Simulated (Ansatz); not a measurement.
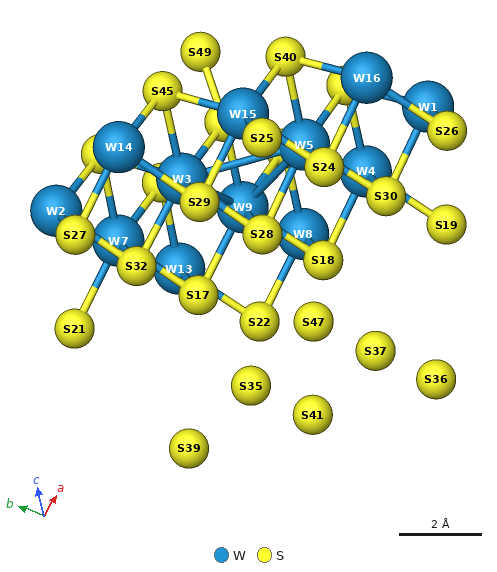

This is the input geometry for a relaxation of a defect cell of composition W₁₆S₃₃ (cell charge −2). Style: ball-and-stick. Shown: the atoms within 5.8 Å of the atom that moves most (axes of the cell of the calculation), from a free direction.

Case: S interstitial, charge -2, atoms relaxed at the host's cell.

All numbers below come from DFT PBE, scalar-relativistic, plane waves, PAW (Ansatz).

Settings: plane-wave cutoff 420 eV; k-point mesh 2 × 2 × 2; occupations gaussian; smearing width 0.01 eV; mesh shifted by (0.5, 0.5, 0.5); no spin polarisation; atoms relaxed in a fixed cell; force threshold 0.025 eV/Å; at most 45 steps.

```
CELL_PARAMETERS angstrom
0.00000 7.36179 -7.47445
6.37549 -3.68089 -7.47445
-6.37549 -3.68089 -7.47445
ATOMIC_POSITIONS crystal
W 0.99980 0.25086 0.75138
W 0.24895 0.00169 0.75136
W 0.49851 0.74664 0.74664
W 0.99777 0.50012 0.50012
W 0.74474 0.50047 0.74664
W 0.24914 0.25104 0.50086
W 0.49821 0.99967 0.50010
W 0.99980 0.75138 0.25086
W 0.74474 0.74664 0.50047
W 0.24914 0.50086 0.25104
W 0.49897 0.25104 0.25104
W 0.00038 0.00227 0.00227
W 0.74948 0.00170 0.25085
W 0.24895 0.75136 0.00169
W 0.49821 0.50010 0.99967
W 0.74948 0.25085 0.00170
S 0.59433 0.84810 0.34446
S 0.84621 0.59622 0.34446
S 0.09602 0.34700 0.34700
S 0.59589 0.09764 0.09764
S 0.34509 0.09793 0.34698
S 0.84717 0.84906 0.09854
S 0.09574 0.59778 0.09766
S 0.59433 0.34446 0.84810
S 0.34509 0.34698 0.09793
S 0.84717 0.09854 0.84906
S 0.09664 0.84905 0.84905
S 0.59028 0.59218 0.59218
S 0.34254 0.59619 0.84812
S 0.84621 0.34446 0.59622
S 0.09574 0.09766 0.59778
S 0.34254 0.84812 0.59619
S 0.73503 0.98412 0.48854
S 0.98223 0.73693 0.48854
S 0.23440 0.48793 0.48793
S 0.73560 0.23848 0.23848
S 0.48604 0.23629 0.48793
S 0.98631 0.98820 0.23949
S 0.23658 0.73750 0.23848
S 0.73503 0.48854 0.98412
S 0.48604 0.48793 0.23629
S 0.98631 0.23949 0.98820
S 0.23761 0.98819 0.98819
S 0.73180 0.73380 0.73380
S 0.48663 0.73692 0.98410
S 0.98223 0.48854 0.73693
S 0.23658 0.23848 0.73750
S 0.48663 0.98410 0.73692
S 0.81971 0.82228 0.82228
```

Predict the outcome.

Answer. After 4 geometry steps the energy has fallen by 0.139 eV per cell of the calculation. The largest force component goes from 0.79 to 0.012 eV/Å. The largest move is that of S28, 0.093 Å along [−1 −1 −1]. Largest moves by element: S 0.093 Å, W 0.074 Å. The cell doesn't change. Near-neighbour distances that change, for instance: W3–W5 3.139 → 3.012 Å, W1–W5 3.218 → 3.293 Å, W13–W16 3.177 → 3.157 Å, W3–S45 2.438 → 2.455 Å. Among the angles between lasting bonds that change: W3–S28–W5 80.3° → 76.3°, W3–S44–W5 82.3° → 78.8°, W5–S44–S49 130.6° → 132.9°. The run took 2.5 min on 4 threads of Intel(R) Xeon(R) Platinum 8488C (Sapphire Rapids), on a shared host, peak memory 3.8 GiB.

Step by step:

```json
{"step": "0", "E − E(0), meV/atom": "0.00", "largest force component, eV/Å": "0.7919"}
{"step": "1", "E − E(0), meV/atom": "-0.74", "largest force component, eV/Å": "0.6005"}
{"step": "2", "E − E(0), meV/atom": "-2.77", "largest force component, eV/Å": "0.1595"}
{"step": "3", "E − E(0), meV/atom": "-2.83", "largest force component, eV/Å": "0.0496"}
{"step": "4", "E − E(0), meV/atom": "-2.83", "largest force component, eV/Å": "0.0122"}
```

The end point in the same view:

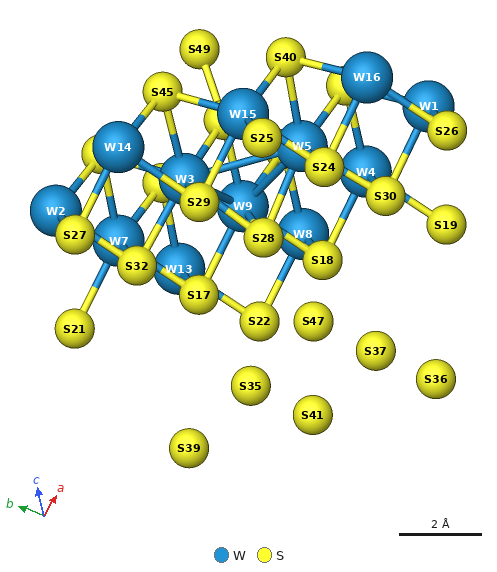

Limits of the set-up: the cell is charged, on a uniform background, and energies carry no finite-size correction.
